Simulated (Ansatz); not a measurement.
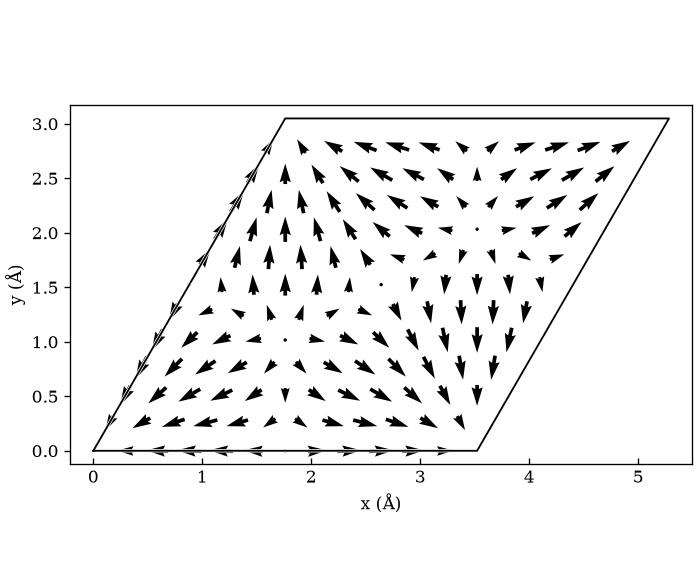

MgO (P6_3/mmc, No. 194; 12 atoms in the cell). 
- Gamma surface: rigid slide across a plane, one fault a cell; the plane is (0 0 1) of the conventional cell, and the faces at the cut hold Mg/O and Mg/O.
- Places are given modulo a cell vector. The map is drawn in real space over the plane of the slide.
- Nothing is relaxed (rigid halves, spacing across the cut fixed).
- Grid: 12 × 12 points; 31 points were computed and 113 follow by symmetry.
- The calculation used DFT PBE, scalar-relativistic, plane waves, PAW (Ansatz). Settings: cutoff 520 eV, k-mesh 7×7×2 in the order of the run's cell vectors, gaussian smearing 0.05 eV, no spin polarisation.

Drawn: arrows along the force (downhill), their lengths compressed, the outline of one cell of the plane.

The arrows alone are given. Where is the energy lowest?

The arrows converge at (0/12, 0/12) of the cell vectors (read from the interpolated surface).

The energy map of the same scan:

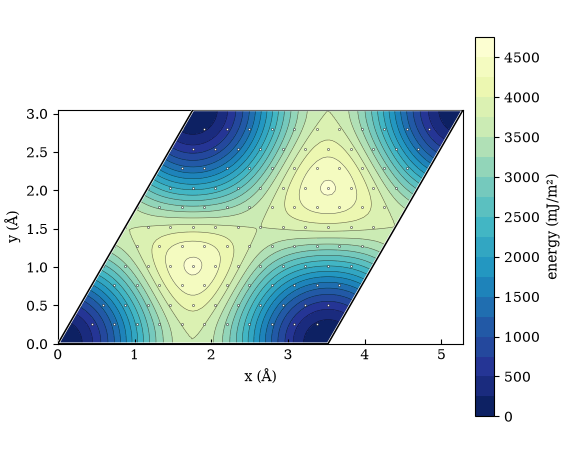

Energies are in mJ/m², from the lowest grid point; between grid points the surface is interpolated.

PAW datasets: the set soft_1.
